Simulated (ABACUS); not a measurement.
**Band-structure run of NiO (part 2 of 2)**

Continued. System: NiO (2 atoms in the cell). Method: Kohn-Sham DFT of a periodic cell, SOGGA, PseudoDojo NC SR 0.5 PBE standard, spin-polarised (ABACUS 3.10.1); cutoff 1333.36 eV, 9×9×9 k-mesh, fermi-dirac of 0.05 eV, collinear spins. The structure derives from an entry of the Crystallography Open Database.

Geometry of the input (Å; fractional positions):
```
0.0000  2.0859  2.0859
2.0859  0.0000  2.0859
2.0859  2.0859  0.0000
Ni 0.0000  0.0000  0.0000
O  0.5000  0.5000  0.5000
```

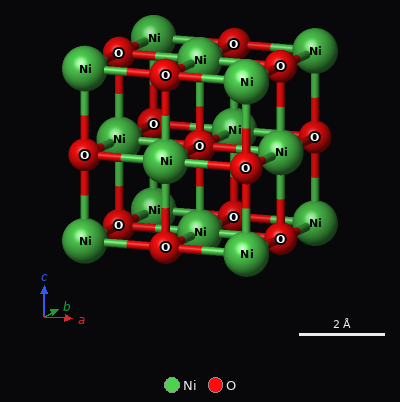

*The structure as given in the input (ball-and-stick view of the cell 4 times as large as that of the calculation, set on its symmetry axes, seen slightly off an axis).*

### Log, continued
```
 PW ALGORITHM --------------- ION=   1  ELEC=   6--------------------------------
          total magnetism (Bohr mag/cell) = 1.40097650035
       absolute magnetism (Bohr mag/cell) = 1.40591865216
                        nelec for spin up = 12.7004882502
                      nelec for spin down = 11.2995117498

 Density error is 0.000331436373712
                          Error Threshold = 2.03232109051e-06
----------------------------------------------------------
     Energy           Rydberg                 eV
----------------------------------------------------------
 E_KohnSham     -367.7661718312      -5003.7154685520
 E_Harris       -367.9080895959      -5005.6463587982
 E_Fermi        1.0762480111         14.6431054123
----------------------------------------------------------

 PW ALGORITHM --------------- ION=   1  ELEC=   7--------------------------------
          total magnetism (Bohr mag/cell) = 1.51669749412
       absolute magnetism (Bohr mag/cell) = 1.52312602863
                        nelec for spin up = 12.7583487471
                      nelec for spin down = 11.2416512529

 Density error is 0.000295331518028
                          Error Threshold = 1.38098489047e-06
----------------------------------------------------------
     Energy           Rydberg                 eV
----------------------------------------------------------
 E_KohnSham     -367.7626160869      -5003.6670901686
 E_Harris       -367.9096098568      -5005.6670430099
 E_Fermi        1.0747424131         14.6226207002
----------------------------------------------------------

 PW ALGORITHM --------------- ION=   1  ELEC=   8--------------------------------
          total magnetism (Bohr mag/cell) = 1.7871126031
       absolute magnetism (Bohr mag/cell) = 1.80201215877
                        nelec for spin up = 12.8935563015
                      nelec for spin down = 11.1064436985

 Density error is 0.000543651105826
                          Error Threshold = 1.23054799179e-06
----------------------------------------------------------
     Energy           Rydberg                 eV
----------------------------------------------------------
 E_KohnSham     -367.7653512118      -5003.7043034514
 E_Harris       -367.7002118084      -5002.8180364006
 E_Fermi        1.0760666724         14.6406381727
----------------------------------------------------------

 PW ALGORITHM --------------- ION=   1  ELEC=   9--------------------------------
          total magnetism (Bohr mag/cell) = 1.61733499268
       absolute magnetism (Bohr mag/cell) = 1.6254754348
                        nelec for spin up = 12.8086674963
                      nelec for spin down = 11.1913325037

 Density error is 4.66318090573e-05
                          Error Threshold = 1.23054799179e-06
----------------------------------------------------------
     Energy           Rydberg                 eV
----------------------------------------------------------
 E_KohnSham     -367.7666144085      -5003.7214901242
 E_Harris       -367.8061749045      -5004.2597382865
 E_Fermi        1.0731883585         14.6014767029
----------------------------------------------------------

 PW ALGORITHM --------------- ION=   1  ELEC=  10--------------------------------
          total magnetism (Bohr mag/cell) = 1.66701527203
       absolute magnetism (Bohr mag/cell) = 1.67642527649
                        nelec for spin up = 12.833507636
                      nelec for spin down = 11.166492364

 Density error is 3.37592533692e-06
                          Error Threshold = 1.94299204406e-07
----------------------------------------------------------
     Energy           Rydberg                 eV
----------------------------------------------------------
 E_KohnSham     -367.7667032320      -5003.7226986309
 E_Harris       -367.7617177441      -5003.6548675881
 E_Fermi        1.0727069714         14.5949270947
----------------------------------------------------------

 PW ALGORITHM --------------- ION=   1  ELEC=  11--------------------------------
          total magnetism (Bohr mag/cell) = 1.67633655572
       absolute magnetism (Bohr mag/cell) = 1.68603422671
                        nelec for spin up = 12.8381682779
                      nelec for spin down = 11.1618317221

 Density error is 1.09298573429e-06
                          Error Threshold = 1.40663555705e-08
----------------------------------------------------------
     Energy           Rydberg                 eV
----------------------------------------------------------
 E_KohnSham     -367.7667052385      -5003.7227259299
 E_Harris       -367.7736697307      -5003.8174827083
 E_Fermi        1.0729835784         14.5986905261
----------------------------------------------------------

 PW ALGORITHM --------------- ION=   1  ELEC=  12--------------------------------
          total magnetism (Bohr mag/cell) = 1.67289132277
       absolute magnetism (Bohr mag/cell) = 1.68239151713
                        nelec for spin up = 12.8364456614
                      nelec for spin down = 11.1635543386

 Density error is 2.15592944689e-06
                          Error Threshold = 4.55410722621e-09
----------------------------------------------------------
     Energy           Rydberg                 eV
----------------------------------------------------------
 E_KohnSham     -367.7667034853      -5003.7227020760
 E_Harris       -367.7742577175      -5003.8254826788
 E_Fermi        1.0729174357         14.5977906084
----------------------------------------------------------

 PW ALGORITHM --------------- ION=   1  ELEC=  13--------------------------------
          total magnetism (Bohr mag/cell) = 1.68316985351
       absolute magnetism (Bohr mag/cell) = 1.69302833257
                        nelec for spin up = 12.8415849268
                      nelec for spin down = 11.1584150732

 Density error is 1.57295252271e-08
                          Error Threshold = 4.55410722621e-09
----------------------------------------------------------
     Energy           Rydberg                 eV
----------------------------------------------------------
 E_KohnSham     -367.7667081233      -5003.7227651802
 E_Harris       -367.7659761753      -5003.7128065168
 E_Fermi        1.0730062162         14.5989985300
----------------------------------------------------------

 PW ALGORITHM --------------- ION=   1  ELEC=  14--------------------------------
          total magnetism (Bohr mag/cell) = 1.6818770832
       absolute magnetism (Bohr mag/cell) = 1.6916758538
                        nelec for spin up = 12.8409385416
                      nelec for spin down = 11.1590614584

 Density error is 2.02797903327e-08
                          Error Threshold = 6.55396884462e-11
----------------------------------------------------------
     Energy           Rydberg                 eV
----------------------------------------------------------
 E_KohnSham     -367.7667081803      -5003.7227659551
 E_Harris       -367.7673937592      -5003.7320937354
 E_Fermi        1.0729940878         14.5988335148
----------------------------------------------------------

 PW ALGORITHM --------------- ION=   1  ELEC=  15--------------------------------
          total magnetism (Bohr mag/cell) = 1.68293146314
       absolute magnetism (Bohr mag/cell) = 1.6927629503
                        nelec for spin up = 12.8414657316
                      nelec for spin down = 11.1585342684

 Density error is 6.11249736222e-10
                          Error Threshold = 6.55396884462e-11
----------------------------------------------------------
     Energy           Rydberg                 eV
----------------------------------------------------------
 E_KohnSham     -367.7667082305      -5003.7227666380
 E_KS(sigma->0) -367.7663041577      -5003.7172689459
 E_Harris       -367.7665888405      -5003.7211422533
 E_band         -23.5517905769       -320.4385499485
 E_one_elec     -186.0522269305      -2531.3704118444
 E_Hartree      107.8627769097       1467.5483680752
 E_xc           -50.3531425547       -685.0896509508
 E_Ewald        -239.2233075094      -3254.8000765339
 E_entropy(-TS) -0.0008081455        -0.0109953841
 E_descf        0.0000000000         0.0000000000
 E_exx          0.0000000000         0.0000000000
 E_Fermi        1.0730055890         14.5989899958
----------------------------------------------------------

 charge density convergence is achieved
 final etot is -5003.7227666 eV
 EFERMI = 14.598989996 eV
The vacuum level is 10.78495795 eV

 STATE ENERGY(eV) AND OCCUPATIONS    NSPIN == 2
SPIN UP :
 1/35 kpoint (Cartesian) = 0.0000 0.0000 0.0000 (495 pws)
       1       -89.4577     0.00137174
       2       -49.9074     0.00137174
       3       -49.9074     0.00137174
       4       -49.9074     0.00137174
       5       -5.79617     0.00137174
       6        11.5520     0.00137174
       7        11.5520     0.00137174
       8        11.5541     0.00137174
       9        11.5541     0.00137174
      10        11.5541     0.00137174
      11        12.0762     0.00137174
      12        12.0762     0.00137174
      13        12.0762     0.00137174
      14        16.0074    8.00911e-16
      15        32.0317        0.00000
      16        33.3033        0.00000
      17        33.3033        0.00000
      18        33.3033        0.00000
      19        36.8784        0.00000
      20        36.8784        0.00000
      21        36.8784        0.00000
      22        40.1774        0.00000
      23        40.1774        0.00000

 2/35 kpoint (Cartesian) = 0.026634 0.026634 0.026634 (505 pws)
       1       -89.4574      0.0109739
       2       -49.9111      0.0109739
       3       -49.9079      0.0109739
       4       -49.9079      0.0109739
       5       -5.65388      0.0109739
       6        10.4519      0.0109739
       7        10.5400      0.0109739
       8        10.5400      0.0109739
       9        12.0844      0.0109739
      10        12.0844      0.0109739
      11        12.3929      0.0109739
      12        12.6918      0.0109739
      13        12.6918      0.0109739
      14        16.8420    3.61252e-22
      15        29.7928        0.00000
      16        32.8411        0.00000
      17        32.8411        0.00000
      18        34.2968        0.00000
      19        36.0377        0.00000
      20        36.0377        0.00000
      21        38.4946        0.00000
      22        42.1130        0.00000
      23        42.1130        0.00000

 3/35 kpoint (Cartesian) = 0.053268 0.053268 0.053268 (506 pws)
       1       -89.4566      0.0109739
       2       -49.9204      0.0109739
       3       -49.9092      0.0109739
       4       -49.9092      0.0109739
       5       -5.27024      0.0109739
       6        8.75912      0.0109739
       7        9.66798      0.0109739
       8        9.66798      0.0109739
       9        12.3207      0.0109739
      10        12.3207      0.0109739
      11        12.6759      0.0109739
      12        13.6791      0.0109739
      13        13.6791      0.0109739
      14        18.3727    1.82894e-35
      15        27.1506        0.00000
      16        31.2315        0.00000
      17        31.2315        0.00000
      18        34.7039        0.00000
      19        36.3420        0.00000
      20        36.3420        0.00000
      21        41.8327        0.00000
      22        44.8713        0.00000
      23        44.8713        0.00000

 4/35 kpoint (Cartesian) = 0.079901 0.079901 0.079901 (507 pws)
       1       -89.4556      0.0109739
       2       -49.9310      0.0109739
       3       -49.9106      0.0109739
       4       -49.9106      0.0109739
       5       -4.78323      0.0109739
       6        7.26428      0.0109739
       7        9.03820      0.0109739
       8        9.03820      0.0109739
       9        12.5907      0.0109739
      10        12.5907      0.0109739
      11        13.0064      0.0109739
      12        14.4651      0.0102683
      13        14.4651      0.0102683
      14        19.5609    8.74130e-46
      15        25.2815        0.00000
      16        29.5761        0.00000
      17        29.5761        0.00000
      18        35.1101        0.00000
      19        37.7897        0.00000
      20        37.7897        0.00000
      21        42.6627        0.00000
      22        45.3452        0.00000
      23        45.3452        0.00000

 5/35 kpoint (Cartesian) = 0.10654 0.10654 0.10654 (507 pws)
       1       -89.4550      0.0109739
       2       -49.9379      0.0109739
       3       -49.9116      0.0109739
       4       -49.9116      0.0109739
       5       -4.42655      0.0109739
       6        6.37622      0.0109739
       7        8.70912      0.0109739
       8        8.70912      0.0109739
       9        12.7735      0.0109739
      10        12.7735      0.0109739
      11        13.2816      0.0109739
      12        14.9086    2.23782e-05
      13        14.9086    2.23782e-05
      14        19.9429    4.20366e-49
      15        24.5593    3.35931e-89
      16        28.6128        0.00000
      17        28.6128        0.00000
      18        35.5864        0.00000
      19        39.6207        0.00000
      20        39.6207        0.00000
      21        41.2691        0.00000
      22        43.6655        0.00000
      23        43.6655        0.00000

 6/35 kpoint (Cartesian) = 0.0000 0.0000 0.053268 (507 pws)
       1       -89.4573     0.00823045
       2       -49.9108     0.00823045
       3       -49.9088     0.00823045
       4       -49.9088     0.00823045
       5       -5.61004     0.00823045
       6        9.69098     0.00823045
       7        11.0276     0.00823045
       8        11.0276     0.00823045
       9        11.5925     0.00823045
      10        11.9639     0.00823045
      11        12.6230     0.00823045
      12        12.6230     0.00823045
      13        12.6795     0.00823045
      14        17.1755    3.43953e-25
      15        29.9562        0.00000
      16        32.1965        0.00000
      17        32.1965        0.00000
      18        33.0579        0.00000
      19        36.3270        0.00000
      20        38.8791        0.00000
      21        38.8791        0.00000
      22        40.4515        0.00000
      23        43.1690        0.00000

[... levels at 64 further k points ...]

------------------------------------------------------------------------------------------
 TOTAL-FORCE (eV/Angstrom)
------------------------------------------------------------------------------------------
                       Ni1         0.0000000000         0.0000000000         0.0000000000
                        O1         0.0000000000         0.0000000000         0.0000000000
------------------------------------------------------------------------------------------

----------------------------------------------------------------
 TOTAL-STRESS (KBAR)
----------------------------------------------------------------
       -82.0779351059        -0.0000000000        -0.0000000000
        -0.0000000000       -82.0779351059         0.0000000000
        -0.0000000000         0.0000000000       -82.0779351059
----------------------------------------------------------------
 TOTAL-PRESSURE: -82.077935 KBAR

 --------------------------------------------
 !FINAL_ETOT_IS -5003.7227666379512812 eV
 --------------------------------------------
```

### Standard output
```
ABACUS v3.10.1

               Atomic-orbital Based Ab-initio Computation at UStc

 dft_functional readin is: GGA_X_SOGGA+GGA_C_PBE
 dft_functional in pseudopot file is: PBE
 Please make sure this is what you need
 dft_functional readin is: GGA_X_SOGGA+GGA_C_PBE
 dft_functional in pseudopot file is: PBE
 Please make sure this is what you need

%%%%%%%%%%%%%%%%%%%%%%%%%%%%%%%%%%%%%%%%%%%%%%%%%%%%%%%%%%%%%%%%%%%%%%%%%%%%%%%%%%%%%%%%%%%%%%%%%%%%%%%%%
 Warning: the number of valence electrons in pseudopotential > 10 for Ni: [Ar] 3d8 4s2
 Pseudopotentials with additional electrons can yield (more) accurate outcomes, but may be less efficient.
 If you're confident that your chosen pseudopotential is appropriate, you can safely ignore this warning.
%%%%%%%%%%%%%%%%%%%%%%%%%%%%%%%%%%%%%%%%%%%%%%%%%%%%%%%%%%%%%%%%%%%%%%%%%%%%%%%%%%%%%%%%%%%%%%%%%%%%%%%%%

 UNIFORM GRID DIM        : 36 * 36 * 36
 UNIFORM GRID DIM(BIG)   : 36 * 36 * 36
func,idGGA_X_SOGGA 150
func,idGGA_C_PBE 130
 ---------------------------------------------------------
 Self-consistent calculations for electrons
 ---------------------------------------------------------
 SPIN    KPOINTS         PROCESSORS  THREADS
 2       70              4           4
 ---------------------------------------------------------
 Use plane wave basis
 ---------------------------------------------------------
 ELEMENT NATOM       XC
 Ni      1
 O       1
 ---------------------------------------------------------
 Initial plane wave basis and FFT box
 ---------------------------------------------------------
 -------------------------------------------
 SELF-CONSISTENT :
 -------------------------------------------
 START CHARGE      : atomic
 ITER      TMAG       AMAG        ETOT/eV          EDIFF/eV         DRHO     TIME/s
 DA1      8.29e-01   8.29e-01  -5.00353254e+03   0.00000000e+00   1.0375e-01   3.63
 DA2      9.38e-01   9.39e-01  -5.00367124e+03  -1.38693165e-01   2.2658e-02   1.36
 DA3      1.06e+00   1.06e+00  -5.00369285e+03  -2.16162487e-02   1.0069e-02   1.36
 DA4      1.18e+00   1.18e+00  -5.00370684e+03  -1.39881387e-02   1.1132e-03   1.45
 DA5      1.33e+00   1.33e+00  -5.00371487e+03  -8.02589205e-03   4.8776e-04   1.53
 DA6      1.40e+00   1.41e+00  -5.00371547e+03  -6.00822564e-04   3.3144e-04   1.36
 DA7      1.52e+00   1.52e+00  -5.00366709e+03   4.83783833e-02   2.9533e-04   1.48
 DA8      1.79e+00   1.80e+00  -5.00370430e+03  -3.72132828e-02   5.4365e-04   2.14
 DA9      1.62e+00   1.63e+00  -5.00372149e+03  -1.71866728e-02   4.6632e-05   2.03
 DA10     1.67e+00   1.68e+00  -5.00372270e+03  -1.20850666e-03   3.3759e-06   1.72
 DA11     1.68e+00   1.69e+00  -5.00372273e+03  -2.72990517e-05   1.0930e-06   1.66
 DA12     1.67e+00   1.68e+00  -5.00372270e+03   2.38539803e-05   2.1559e-06   1.38
 DA13     1.68e+00   1.69e+00  -5.00372277e+03  -6.31042638e-05   1.5730e-08   2.01
 DA14     1.68e+00   1.69e+00  -5.00372277e+03  -7.74883948e-07   2.0280e-08   2.07
 DA15     1.68e+00   1.69e+00  -5.00372277e+03  -6.82838415e-07   6.1125e-10   1.94
----------------------------------------------------------------
 TOTAL-STRESS (KBAR)
----------------------------------------------------------------
       -82.0779351059        -0.0000000000        -0.0000000000
        -0.0000000000       -82.0779351059         0.0000000000
        -0.0000000000         0.0000000000       -82.0779351059
----------------------------------------------------------------
 TOTAL-PRESSURE: -82.077935 KBAR
```

### Results in brief

| quantity | value |
| --- | --- |
| outcome | converged |
| space group (tolerance 0.01 Å) | Fm-3m (225) |
| electrons treated | 24 |
| free energy | −5003.7228 eV |
| Fermi energy of the self-consistent step | 14.599 eV |
| gap on the k-point mesh | none (metallic) |
| net moment of the cell | 1.68 μB |
| integrated absolute moment | 1.69 μB |
| pressure | −8.21 GPa |
| largest force (length of the vector) | under 0.001 eV/Å |
| wall time | 29 s (CPU time 1.9 min) |
| peak memory | 0.28 GiB |

### Remarks

The cell is under a tension of 8.2 GPa at this level, so it is not at its equilibrium volume.
